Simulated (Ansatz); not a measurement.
# InSe (P-6m2): the gap up the ladder of methods, part 2 of 2

What gap does each level of theory give for InSe (P-6m2), and in what time?

Ansatz 0.2.0; density functionals, hybrids and G0W0, plane waves, PAW. Known limits of the many-body steps: finite bands, screening cutoff and k mesh; no spin-orbit coupling in G0W0; d shells not analysed; large ε∞ on the G0W0 mesh.

So far. Step 5 (HSE06 on the 6×6×2 mesh): Over mesh and listed points the gap is 1.149 eV, direct, at k = Γ. HSE06 against r2SCAN: 1.149 − 0.834 = +0.315 eV. The runs also differ in plane-wave cutoff (500 eV and 420 eV), so how much of this comes from the functional alone is not known. Step 6 (PBE0 on the 6×6×2 mesh): Over mesh and listed points the gap is 1.738 eV, direct, at k = Γ. PBE0 against HSE06: 1.738 − 1.149 = +0.589 eV, with the same mesh, files and cutoff, and both edges at the same k points.

In doubt: masses and optical values from hybrid runs of this build are listed as unsure (steps 8, 9), which bears on the screening that GW takes from such a start.

## 7. G0W0@LDA, 6×6×2 mesh, 837 empty bands, screening to 140 eV

G0W0 replaces the xc potential by a self-energy built once from the orbitals of the start. Levels are corrected in the window of bands that the input names, at points of the mesh.

This step: G0W0 on LDA, plane waves, PAW.

input.yaml reads:

```yaml
crystal:
  lattice:
    - [3.9748709455, 0.0, 0.0]
    - [-1.9874354728, 3.4423392156, 0.0]
    - [0.0, 0.0, 16.2636494814]
  atoms:
    - { symbol: In, position: [0.0, 0.0, 0.5842950809] }
    - { symbol: In, position: [0.0, 0.0, 0.4157049191] }
    - { symbol: In, position: [0.3333333333, 0.6666666667, 0.9156997426] }
    - { symbol: In, position: [0.3333333333, 0.6666666667, 0.0843002574] }
    - { symbol: Se, position: [0.6666666667, 0.3333333333, 0.8378264049] }
    - { symbol: Se, position: [0.6666666667, 0.3333333333, 0.1621735951] }
    - { symbol: Se, position: [0.3333333333, 0.6666666667, 0.6621026916] }
    - { symbol: Se, position: [0.3333333333, 0.6666666667, 0.3378973084] }
kpoints:
  mp_grid: { grid: [6, 6, 2] }
hamiltonian:
  xc: lda
scf:
  occupations: { method: fixed }
gw:
  n_empty_bands: 837
  ecut_chi: 140.0
  qp_bands: [v2, c2]
  qp_kpoints: band_edges
  screening: { model: contour_deformation }
```

Command:

```console
$ ansatz run input.yaml --threads 3 --pin off --max-ram 92160MiB --backend cuda --events-out ev --progress --plain --runs-dir out --devices 1 --max-vram 13GiB
```

Numbers of over 12 decimals in the logs are rounded to 6 here.

The program printed:

```text
GPUs: using 1 of 1 available (devices: 1).
[...]
GPU FFT provider: cuFFT
GPU libraries: cuBLAS 13.8.2, cuFFT 12.4.0, cuSOLVER 12.3.4
Crystal: 8 atoms, lattice volume = 222.533 Å³
Basis set: ecut = 420 eV, 4387 PW (Γ)
Bands: 70, of which v1, the nominal top of the filled ones, is band 58 counted from 1 (57 counted from 0)
Symmetry: 12 space group operations
[...]
k-points: 14 of 72 (time reversal used)
[...]
8    60     10.0345    -7.8506    -3.9757   -12.0685  0.6423    10.2542    10.2767  root
[...]
13    57      5.6484   -15.0796     1.3683   -13.3649  0.6281     5.3112     5.3020  root ?
    13    58      6.0677   -16.1555     1.4752   -14.3325  0.6258     5.7290     5.7199  root ?
    13    59      9.0641    -7.3957    -3.6879   -11.2195  0.6489     9.2223     9.2000  root ?
    13    60      9.4091    -7.5732    -3.6631   -11.3546  0.6450     9.5393     9.5273  root ?
[key lines of the parts left out:]
SCF converged after 8 iterations
Free energy (F): -43365.489245 eV
Fermi energy:    7.715558 eV
```

Wall time 3.4 min (1 × NVIDIA H100 80GB HBM3 (shared by 6 runs) with 3 threads of AMD EPYC 7R13 (Zen 3), shared host); peak memory 4.3 GiB; 5.4 min of CPU time.

This step gave:

| Property | Result |
| --- | --- |
| bands summed | 895 |
| RPA ε∞ on this mesh (eigenvalues) | 9.259, 9.259, 304.9 |
| plane waves in the screening matrix | 823 |
| G0W0 gap over the corrected points | 0.8078 eV |
| k of the valence top | 0, 0, 0 |
| k of the conduction bottom | 0, 0, 0 |
| starting gap on the mesh | 0.1714 eV |
| Z at the valence top | 0.6335 |
| Z at the conduction bottom | 0.6501 |
| least direct G0W0 gap over the corrected points | 0.8078 eV |

Over 11 of 14 irreducible mesh points the G0W0 gap is 0.808 eV, direct, at k = Γ. The LDA gap of this run on the mesh is 0.171 eV. The two states that bound the G0W0 gap lie that far apart at the start, so the correction of the gap is 0.808 − 0.171 = +0.637 eV. The program marks 32 of the 44 corrected levels as in doubt (Σc rises), among them the conduction bottom.

## 8. G0W0@HSE06, 6×6×2 mesh, 389 empty bands, screening to 84 eV

This step: G0W0 on HSE06, plane waves, PAW.

Edit input.yaml of step 7 so:

```diff
@@ -17,3 +17,3 @@
 hamiltonian:
-  xc: lda
+  xc: hse06
 scf:
@@ -21,4 +21,4 @@
 gw:
-  n_empty_bands: 837
-  ecut_chi: 140.0
+  n_empty_bands: 389
+  ecut_chi: 84
   qp_bands: [v2, c2]
```

The program printed:

```text
GPUs: using 1 of 1 available (devices: 1).
[...]
GPU FFT provider: cuFFT
GPU libraries: cuBLAS 13.8.2, cuFFT 12.4.0, cuSOLVER 12.3.4
Crystal: 8 atoms, lattice volume = 222.533 Å³
Basis set: ecut = 420 eV, 4387 PW (Γ)
Bands: 70, of which v1, the nominal top of the filled ones, is band 58 counted from 1 (57 counted from 0)
Symmetry: 12 space group operations
[...]
k-points: 14 of 72 (time reversal used)
[...]
1    59      9.5372   -10.4897    -3.1844   -13.9047  0.8053     9.7684     9.7678  root
     1    60      9.6348   -10.5941    -3.1790   -14.0057  0.8041     9.8681     9.8674  root
[...]
13    57      5.4643   -15.0603     1.3840   -13.4175  0.7861     5.2045     5.2056  root
    13    58      5.8538   -16.0067     1.4844   -14.3319  0.7836     5.6628     5.6634  root
    13    59      9.6300    -6.8840    -3.2569   -10.1718  0.8095     9.6609     9.6609  root
    13    60      9.9092    -7.1203    -3.2547   -10.4187  0.8058     9.9529     9.9529  root
[key lines of the parts left out:]
Free energy (F): -44293.707542 eV
Fermi energy:    7.626468 eV
```

Run time: 1.8 min. Hardware: 1 × NVIDIA H100 80GB HBM3 (shared by 6 runs) with 3 threads; peak memory 3.3 GiB.

This step gave:

- bands summed: 447
- RPA ε∞ on this mesh (eigenvalues): 6.451, 6.451, 7.168
- plane waves in the screening matrix: 355
- G0W0 gap over the corrected points: 1.489 eV
- k of the valence top: 0, 0, 0
- k of the conduction bottom: 0, 0, 0
- starting gap on the mesh: 1.149 eV
- Z at the valence top: 0.7915
- Z at the conduction bottom: 0.8121
- least direct G0W0 gap over the corrected points: 1.489 eV

Over 11 of 14 irreducible mesh points the G0W0 gap is 1.489 eV, direct, at k = Γ. The HSE06 gap of this run on the mesh is 1.149 eV. The two states that bound the G0W0 gap lie that far apart at the start, so the correction of the gap is 1.489 − 1.149 = +0.340 eV. G0W0@HSE06 against G0W0@LDA with 447 bands (a further run, in the table below): 1.489 − 0.933 = +0.556 eV, with the same mesh, files and cutoffs, and both edges at the same k points. The program doubts an edge level of G0W0@LDA with 447 bands (6×6×2, soft_2 PAW).

## 9. G0W0@PBE0, 6×6×2 mesh, 389 empty bands, screening to 84 eV

This step: G0W0 on PBE0, plane waves, PAW.

Edit input.yaml of step 8 so:

```diff
@@ -17,3 +17,3 @@
 hamiltonian:
-  xc: hse06
+  xc: pbe0
 scf:
```

The program printed:

```text
GPUs: using 1 of 1 available (devices: 1).
[...]
GPU FFT provider: cuFFT
GPU libraries: cuBLAS 13.8.2, cuFFT 12.4.0, cuSOLVER 12.3.4
Crystal: 8 atoms, lattice volume = 222.533 Å³
Basis set: ecut = 420 eV, 4387 PW (Γ)
Bands: 70, of which v1, the nominal top of the filled ones, is band 58 counted from 1 (57 counted from 0)
Symmetry: 12 space group operations
[...]
k-points: 14 of 72 (time reversal used)
[...]
1    59      9.8250   -10.3957    -3.1545   -13.5739  0.8208     9.8486     9.8486  root
     1    60      9.9255   -10.4953    -3.1483   -13.6671  0.8198     9.9490     9.9490  root
[...]
13    57      5.0995   -15.0704     1.2933   -13.7784  0.8038     5.1008     5.1008  root
    13    58      5.5010   -16.0171     1.3963   -14.6802  0.8010     5.5604     5.5604  root
    13    59      9.9452    -6.8527    -3.1720    -9.8298  0.8245     9.7507     9.7503  root
    13    60     10.2282    -7.0811    -3.1674   -10.0648  0.8213    10.0448    10.0444  root
[key lines of the parts left out:]
Free energy (F): -44290.641608 eV
Fermi energy:    7.305782 eV
```

Elapsed: 2.6 min, on 1 × NVIDIA H100 80GB HBM3 (shared by 6 runs) with 3 threads; peak memory 3.2 GiB.

This step gave:

- bands summed: 447
- RPA ε∞ on this mesh (eigenvalues): 5.763, 5.763, 5.899
- plane waves in the screening matrix: 355
- G0W0 gap over the corrected points: 1.648 eV
- k of the valence top: 0, 0, 0
- k of the conduction bottom: 0, 0, 0
- starting gap on the mesh: 1.738 eV
- Z at the valence top: 0.8077
- Z at the conduction bottom: 0.8265
- least direct G0W0 gap over the corrected points: 1.648 eV

Over 11 of 14 irreducible mesh points the G0W0 gap is 1.648 eV, direct, at k = Γ. The PBE0 gap of this run on the mesh is 1.738 eV. The two states that bound the G0W0 gap lie that far apart at the start, so the correction of the gap is 1.648 − 1.738 = −0.090 eV. G0W0@PBE0 against G0W0@HSE06 with 447 bands: 1.648 − 1.489 = +0.159 eV, with the same mesh, files and cutoffs, and both edges at the same k points. The program's warnings for this run: coarse exchange mesh.

## 10. Gap and time by level

Each gap is the least one over the points named; times are wall times on shared hosts, not benchmarks. A G0W0 time includes the run's own self-consistent start. Runs with listed points see these and the mesh alone, so an edge that moves elsewhere is missed. Rows marked * are further runs, not shown as steps, whose inputs differ from the G0W0 step on the same start in the columns given; solver thresholds can differ too. Rows marked ? have an edge level that the program doubts.

```
     level   mesh       files, cutoff  bands summed, screening                            points  gap (eV)  valence top  conduction bottom  least direct gap (eV)     time
       LDA  6×6×2  soft_2 PAW, 420 eV                        -                     mesh and path     0.171            Γ                  Γ                  0.171    7.5 s
   LDA+SOC  6×6×2  soft_2 PAW, 420 eV                        -            mesh and listed points     0.148            Γ                  Γ                  0.148    7.3 s
    r2SCAN  6×6×2  soft_2 PAW, 500 eV                        -            mesh and listed points     0.834            Γ                  Γ                  0.834    6.5 s
     HSE06  6×6×2  soft_2 PAW, 420 eV                        -            mesh and listed points     1.149            Γ                  Γ                  1.149     45 s
      PBE0  6×6×2  soft_2 PAW, 420 eV                        -            mesh and listed points     1.738            Γ                  Γ                  1.738     61 s
G0W0@LDA*?  6×6×2  soft_2 PAW, 420 eV               195, 42 eV  11 of 14 irreducible mesh points     0.981            Γ                  Γ                  0.981     20 s
G0W0@LDA*?  6×6×2  soft_2 PAW, 420 eV               447, 84 eV  11 of 14 irreducible mesh points     0.933            Γ                  Γ                  0.933     50 s
 G0W0@LDA?  6×6×2  soft_2 PAW, 420 eV              895, 140 eV  11 of 14 irreducible mesh points     0.808            Γ                  Γ                  0.808  3.4 min
G0W0@LDA*?  6×6×1  soft_2 PAW, 420 eV               447, 84 eV     all 7 irreducible mesh points     1.139            Γ                  Γ                  1.139     20 s
G0W0@HSE06  6×6×2  soft_2 PAW, 420 eV               447, 84 eV  11 of 14 irreducible mesh points     1.489            Γ                  Γ                  1.489  1.8 min
 G0W0@PBE0  6×6×2  soft_2 PAW, 420 eV               447, 84 eV  11 of 14 irreducible mesh points     1.648            Γ                  Γ                  1.648  2.6 min
```

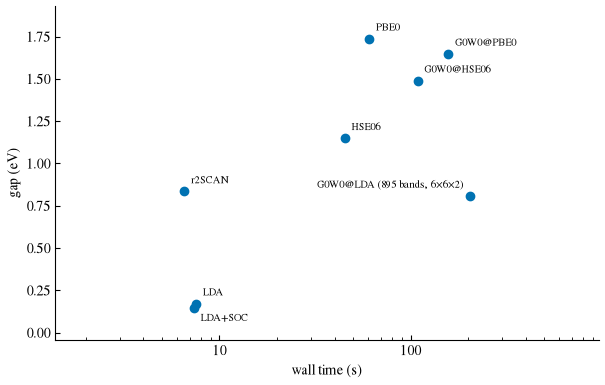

Gap against wall time for the runs shown as steps.

## 11. Outcome

```json
{"LDA, over mesh and path": "0.171 eV", "LDA+SOC, over mesh and listed points": "0.148 eV", "r2SCAN, over mesh and listed points": "0.834 eV", "HSE06, over mesh and listed points": "1.149 eV", "PBE0, over mesh and listed points": "1.738 eV", "G0W0@LDA (895 bands, 6×6×2), over 11 of 14 irreducible mesh points": "0.808 eV", "G0W0@HSE06, over 11 of 14 irreducible mesh points": "1.489 eV", "G0W0@PBE0, over 11 of 14 irreducible mesh points": "1.648 eV", "known limits": "finite bands, screening cutoff and k mesh; no spin-orbit coupling in G0W0; d shells not analysed; large ε∞ on the G0W0 mesh"}
```

What this shows: The rows run from 0.148 eV (LDA+SOC) to 1.738 eV (PBE0). They differ in mesh, plane-wave cutoff, bands and screening cutoff of G0W0 and the points over which the gap was sought as well as in level, so only pairs that share these are like for like. LDA+SOC against LDA: 0.148 − 0.171 = −0.023 eV, with the same mesh, set of files (read in its fully relativistic form for the spin-orbit run) and cutoff, and both edges at the same k points. The spin-orbit run sees mesh and listed points alone, so its gap is an upper bound: the coupling can move an edge off these points, the more so as this crystal has no centre of inversion, and the change over the zone, its sign included where it is small, is not known. PBE0 against HSE06: 1.738 − 1.149 = +0.589 eV, with the same mesh, files and cutoff, and both edges at the same k points. G0W0@HSE06 against G0W0@LDA with 447 bands: 1.489 − 0.933 = +0.556 eV, with the same mesh, files and cutoffs, and both edges at the same k points. The program doubts an edge level of G0W0@LDA with 447 bands (6×6×2, soft_2 PAW). G0W0@PBE0 against G0W0@HSE06 with 447 bands: 1.648 − 1.489 = +0.159 eV, with the same mesh, files and cutoffs, and both edges at the same k points. G0W0@LDA (895 bands, 6×6×2) moves the gap of its own start on the mesh by 0.808 − 0.171 = +0.637 eV, between the same two levels. Both edges that LDA shows over mesh and path lie at k points where levels were corrected. Levels at other points were not corrected, so a lower G0W0 gap elsewhere in the zone is not ruled out. G0W0@HSE06 moves the gap of its own start on the mesh by 1.489 − 1.149 = +0.340 eV, between the same two levels. Both edges that HSE06 shows over mesh and listed points lie at k points where levels were corrected. Levels at other points were not corrected, so a lower G0W0 gap elsewhere in the zone is not ruled out. G0W0@PBE0 moves the gap of its own start on the mesh by 1.648 − 1.738 = −0.090 eV, between the same two levels. Both edges that PBE0 shows over mesh and listed points lie at k points where levels were corrected. Levels at other points were not corrected, so a lower G0W0 gap elsewhere in the zone is not ruled out. What spin-orbit coupling does to the G0W0 levels was not computed, so no sum with the G0W0 gap is formed. For G0W0@LDA: from 195 bands and 42 eV to 895 bands and 140 eV the gap moves by 0.808 − 0.981 = −0.173 eV (rung by rung 0.981, 0.933, 0.808 eV); bands and screening cutoff rise together, so their parts are not told apart. An edge row is in doubt in the runs with 195, 447 and 895 bands, so no limit is drawn and it is not known. The other G0W0 rows are shown at one basis each (447 bands), so their distance from the limit is not known here. With the 6×6×1 mesh in place of the 6×6×2 mesh and all else as in the G0W0@LDA row with 447 bands, the gap differs by 1.139 − 0.933 = +0.206 eV, and that of the start by 0.168 − 0.171 = −0.003 eV. The program doubts an edge level of G0W0@LDA with 447 bands (6×6×1, soft_2 PAW). The program doubts an edge level of G0W0@LDA with 447 bands (6×6×2, soft_2 PAW). For G0W0@LDA (895 bands, 6×6×2): the program marks 32 of the 44 corrected levels as in doubt (Σc rises), among them the conduction bottom. For G0W0@PBE0: the program's warnings for this run: coarse exchange mesh. The G0W0 runs are scalar-relativistic. One-shot GW is known to converge slowly in bands for compounds with shallow d shells. The cell holds In; the filling of the d shell and its place against the gap were not analysed here. The largest eigenvalue of the RPA ε∞ is large: 305 in G0W0@LDA (6×6×2, 895 bands), 306 in G0W0@LDA (6×6×2, 195 bands), 305 in G0W0@LDA (6×6×2, 447 bands) and 618 in G0W0@LDA (6×6×1, 447 bands). A perturbation-theory run of this series on LDA, not shown as a step (6×6×2 (response on 1152 points) mesh, soft_2 PAW), gives 8.9 and 13.5 (stated error 0.1), so a mesh with so large a value overstates the long-range screening, which bears on the G0W0 gap by an amount not known here. G0W0@LDA runs of this series with other atomic data on the same mesh, not shown as steps, give 0.970 eV (hard PAW, 710 eV, 463 bands, screening to 84 eV; the table's row with the same empty bands and screening cutoff has 0.933 eV); where bands and cutoffs differ too, the part of the files is not isolated. The program doubts an edge level of G0W0@LDA with 463 bands (6×6×2, hard PAW).

[Paths, hosts, dates, memory and timing lines, banners, echoed tables and standing remarks are left out of the program output.]

[Logs are printed without paths, hosts, clocks, repeated set-up lines and the standing remarks that a program may print on its own settings, such as how far it seeks lower states.]

[Runs of the session that timed out or met a known fault of the program may be left out.]

[Cells called generated may have been cut or substituted from an entry of the Crystallography Open Database or the Materials Project.]

[Hosts, paths, dates, database ids (printed as entryN), source tags and the programs' standing remarks are cut or masked in the printed files.]

[Where an RPA ε∞ is given, it is that of the G0W0 mesh and is not shown converged in it. Names of k-points follow the symmetry that the program found, which can be lower than the space group named. Band edges on a path are those of the sampled points; other points can move an edge, and change direct to indirect where valleys lie close.]

[Hybrid gaps are those of their k-mesh and are not shown converged in it.]
